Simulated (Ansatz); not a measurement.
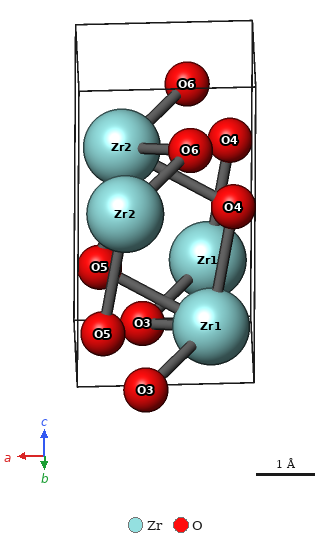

**Figure 1.** The input geometry (ball-and-stick view of the cell of the calculation, repeated 1 × 2 × 1, seen at an oblique angle; atoms are numbered from 1 in the order of the input). An atom can appear more than once, as a periodic image. Near neighbours in the periodic cell (some may lie outside the picture): Zr has 8 O at 2.22 Å; O has 4 Zr at 2.22 Å.

**ZrO2: single-point calculation**

The run: single-point calculation of ZrO2 (Fm-3m, 6 atoms in the cell). Method and program: DFT PBE, scalar-relativistic, plane waves, PAW, no spin polarisation (Ansatz 0.2.0).

The structure was made by a generator, so it may or may not be a known phase. Figures and captions count atoms from 1; the log counts them from 0 in places.

**Log**
```
Engine: ansatz 0.2.0, x86_64-unknown-linux-gnu
Pseudopotentials: kind: paw
Pseudopotential: Zr, paw, valence charge 12, recommended cutoff 420 eV (normal), Zr.paw.azcp
Pseudopotential: O, paw, valence charge 6, recommended cutoff 420 eV (normal), O.paw.azcp
Functional definition: PBE
  parameter kappa = 0.804
  parameter beta = 0.06672455060314922
  exchange = pbe_x(kappa = kappa, mu = beta*pi^2/3)
  correlation = pbe_c(beta = beta)
Crystal: 6 atoms, lattice volume = 66.952 Å³
Basis set: ecut = 420 eV, 1297 PW (Γ), exchange–correlation on 50×50×90 points (8 copies of the dense FFT grid, shifted against one another)
Bands: 30, of which v1, the nominal top of the filled ones, is band 24 counted from 1 (23 counted from 0)
Symmetry: 24 space group operations
Space group: Fm-3m (ITA 225), of the structure as read, at distance tolerance 4.1e-5 Å
k-points: 32 of 216
Non-local potential: Zr, projectors of the file, l = 0: 3, l = 1: 2, l = 2: 2, l = 3: 2
Non-local potential: O, projectors of the file, l = 0: 2, l = 1: 2, l = 2: 1
PAW form: soft (Blöchl's): semilocal exchange-correlation on the pseudo side does not see the compensation charge
PAW one-centre angular grid: Zr, 590 points (default); XC on 64 Gauss nodes
PAW one-centre angular grid: O, 110 points (default); XC on 64 Gauss nodes
Initial density: superposition of atomic densities (neutral atoms: chi_scale 0, normalization atom), corrected by the library's trained network
Initial wavefunctions: pseudopotential atomic-orbital guess
Functional: x = pbe(κ = 0.804, μ = 0.2195149727645171), c = pbe(β = 0.06672455060314922)
SCF iter   1: F=—  HF=-10647.641266 eV  |F-HF|=—  |Δ(HF+E_count)|=         —  Δρ=2.20e-3  dr2=2.24e-3  ethr=1.77e-3  ⟨swp⟩=4.8  Hψ=3916  notcnv=0
preconditioner: auto → Resta (q_TF=auto, 2.581 Å⁻¹)  ε∞=4.3  [insulator: Δε(μ)=3.350 eV  Ē_g=16.545 eV  σ=0.100 eV  W_gap=1.00  n_scr=22 (ndim 8)  ℏωp=30.1 eV  f_vac=0.026  D(μ)=0.00/eV (n_scr^D=0)  ε∞_Penn≈4.3]
SCF iter   2: F=—  HF=-10647.640383 eV  |F-HF|=—  |Δ(HF+E_count)|=   8.83e-4  Δρ=8.65e-4  dr2=1.94e-4  ethr=4.66e-6  ⟨swp⟩=2.0  Hψ=1984  notcnv=0
SCF iter   3: F=—  HF=-10647.640447 eV  |F-HF|=—  |Δ(HF+E_count)|=   6.32e-5  Δρ=4.50e-4  dr2=4.54e-5  ethr=4.03e-7  ⟨swp⟩=2.0  Hψ=1344  notcnv=0
automatic band count: iteration 3 solves 29 bands in place of 30: the levels show a gap, and the empty bands left out lie too high to hold charge; the band table lists the bands solved (type scf.n_extra_bands for more)
SCF iter   4: F=—  HF=-10647.640462 eV  |F-HF|=—  |Δ(HF+E_count)|=   1.53e-5  Δρ=1.26e-4  dr2=4.85e-6  ethr=9.46e-8  ⟨swp⟩=2.2  Hψ=1598  notcnv=0
SCF iter   5: F=—  HF=-10647.640472 eV  |F-HF|=—  |Δ(HF+E_count)|=   9.54e-6  Δρ=1.54e-5  dr2=1.83e-7  ethr=1.01e-8  ⟨swp⟩=2.1  Hψ=1597  notcnv=0
SCF iter   6: F=-10647.640472 eV  HF=-10647.640472 eV  |F-HF|=8.48e-9  |Δ(HF+E_count)|=   2.48e-7  Δρ=2.29e-6  dr2=4.55e-9  ethr=2.08e-10  ⟨swp⟩=7.0  Hψ=3679  notcnv=0
SCF 1 converged in 6 iterations: F = -10647.640472 eV  dr2 = 4.55e-9
  greatest PAW one-centre occupation: 0.995 electrons in one spin orbital (limit 2), on the Zr atom at site 1 (counted from 0), in its partial waves of l = 0
```

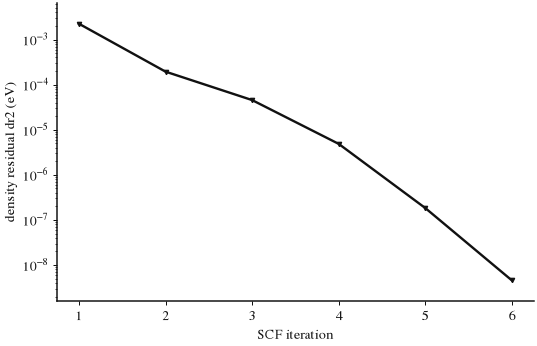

**Figure 2.** Convergence of the self-consistent field: density residual dr2 against the SCF iteration. The residual falls at every step.

```
SCF converged after 6 iterations
Free energy (F): -10647.640472 eV
Harris-Foulkes:  -10647.640472 eV  (|F-HF|=8.48e-9)
Internal energy: -10647.640472 eV  (E = F + TS)
E sigma→0 (E₀):  -10647.640472 eV
Fermi energy:    13.564225 eV
--- Per-component energies (eV) ---
  E_band       = -133.381172
  E_kinetic    = 1373.168429
  E_local      = -2303.502401  (includes V_loc(G=0)·N_el)
  E_nonlocal   = 342.200410
  E_hartree    = 759.747925
  E_xc         = -623.534635
  E_vxc        = -765.154481  (∫ρ·V_xc dr)
  E_paw        = -6537.421526  (= ΣΔE_a)
  E_vpaw       = -299.600943  (= ΣTr[D̂ρ^β])
  E_aug_tail   = 0.009971  (compensation charges beyond the density's cutoff)
  E_ewald      = -3658.308646
  E_smearing   = -0.000000  (= −TS)
  E_closure    = -0.000000  (closes the sum)
  Σ components = -10647.640472   (vs F -10647.640472, Δ=0.00e0)
--- Forces (eV/Å), atoms counted from 1 ---
  atom   1  Zr     0.00000000     0.00000000     0.00000000
  atom   2  Zr     0.00000000     0.00000000     0.00000000
  atom   3  O      0.00002288    -0.00002288    -0.00002288
  atom   4  O      0.00002288    -0.00002288    -0.00002288
  atom   5  O     -0.00002288     0.00002288     0.00002288
  atom   6  O     -0.00002288     0.00002288     0.00002288
  max |Σ_I F_I| component: 2.88e-19 eV/Å
--- Stress (GPa, compression-positive) ---
       -0.020627       0.000586       0.000586
        0.000586      -0.020627      -0.000586
        0.000586      -0.000586      -0.020627
  P = ⅓ Tr σ = -0.0206 GPa (-0.206 kbar)
--- Band table (eV; the first three rows and the last of 32) ---
  k-point 0: bands = ["-36.2491", "-36.2059", "-14.7040", "-14.1317", "-14.1317", "-14.0661", "-14.0661", "-14.0660", "-6.2195", "-5.2698", "-4.0929", "-3.7152", "6.7620", "6.7620", "6.7620", "7.7633", "7.7633", "9.4064", "9.4454", "10.2768", "10.2768", "11.3776", "11.3776", "11.3776", "15.2221", "15.2221", "15.8405", "15.8405", "17.8482"]
  k-point 1: bands = ["-36.2462", "-36.2088", "-14.6655", "-14.1274", "-14.1274", "-14.1139", "-14.0705", "-14.0705", "-6.1236", "-5.2717", "-4.1422", "-3.7862", "6.8293", "6.8293", "6.9485", "7.7029", "7.7029", "9.2460", "9.5506", "10.2983", "10.2983", "11.2041", "11.2463", "11.2463", "15.3573", "15.3573", "15.8909", "15.8909", "17.8730"]
  k-point 2: bands = ["-36.2383", "-36.2167", "-14.5577", "-14.2401", "-14.1155", "-14.1155", "-14.0826", "-14.0826", "-5.8704", "-5.3376", "-4.2068", "-3.9607", "7.0151", "7.0151", "7.4534", "7.5267", "7.5267", "8.7887", "9.8449", "10.3990", "10.3990", "10.7789", "10.9418", "10.9418", "15.6507", "15.6507", "15.9595", "15.9595", "18.1014"]
  k-point 31: bands = ["-36.1951", "-36.1951", "-14.5504", "-14.5504", "-14.4387", "-14.4387", "-14.1856", "-14.1856", "-4.7119", "-4.7119", "-4.4156", "-4.4156", "7.0985", "7.0985", "7.9747", "7.9747", "8.9677", "8.9677", "9.5236", "9.5236", "10.8091", "10.8091", "11.2169", "11.2169", "15.9138", "15.9138", "16.4822", "16.4822", "18.0698"]
```

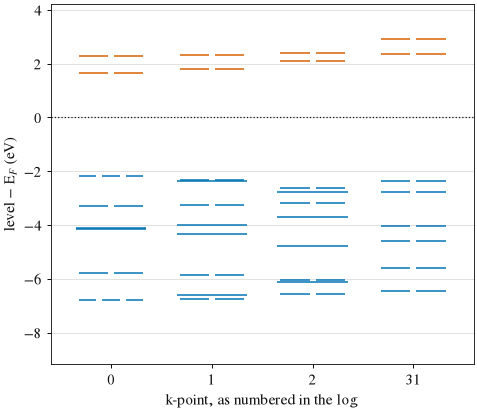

**Figure 3.** Kohn–Sham levels near the Fermi level (dotted) at the few k-points that the log prints; levels within 0.02 eV of each other stand side by side. Among these points the highest filled and lowest empty levels are 3.84 eV apart; the gap on the full mesh, 3.32 eV, has an edge at a point that isn't printed.

The run was set up as follows.

**Input**
```yaml
crystal:
  lattice:
    - [-2.558001515, 0.0, -2.558001515]
    - [-2.558001515, -2.558001515, 0.0]
    - [-5.11600303, 2.558001515, 2.558001515]
  atoms:
    - { symbol: Zr, position: [0.25, 0.25, 0.25] }
    - { symbol: Zr, position: [0.75, 0.75, 0.75] }
    - { symbol: O, position: [0.625, 0.625, 0.125] }
    - { symbol: O, position: [0.125, 0.125, 0.625] }
    - { symbol: O, position: [0.875, 0.875, 0.375] }
    - { symbol: O, position: [0.375, 0.375, 0.875] }
basis:
  ecutwfc: 420
kpoints:
  mp_grid: { grid: [6, 6, 6] }
hamiltonian:
  xc: pbe
scf:
  occupations: { method: gaussian, width: 0.1 }
  lower_state_search: "off"
output:
  forces: true
  stress: true
  eigenvalues: true
```

Command:
```bash
ansatz run input.yaml --threads 1 --pin off --max-ram 2560MiB --backend cpu --events-out ev --progress --plain --runs-dir out
```

**Summary**

| quantity | value |
| --- | --- |
| outcome | converged |
| space group (tolerance 0.01 Å) | Fm-3m (225) |
| electrons treated | 48 |
| free energy | −10647.6405 eV |
| Fermi energy | 13.564 eV |
| gap on the k-point mesh | 3.32 eV |
| pressure | −0.02 GPa |
| largest force (length of the vector) | under 0.001 eV/Å |
| hardware | 1 thread of Intel Xeon @ 2.70GHz, 189 GiB of memory available, shared host |
| wall time | 3.2 s |
| peak memory | 0.37 GiB |
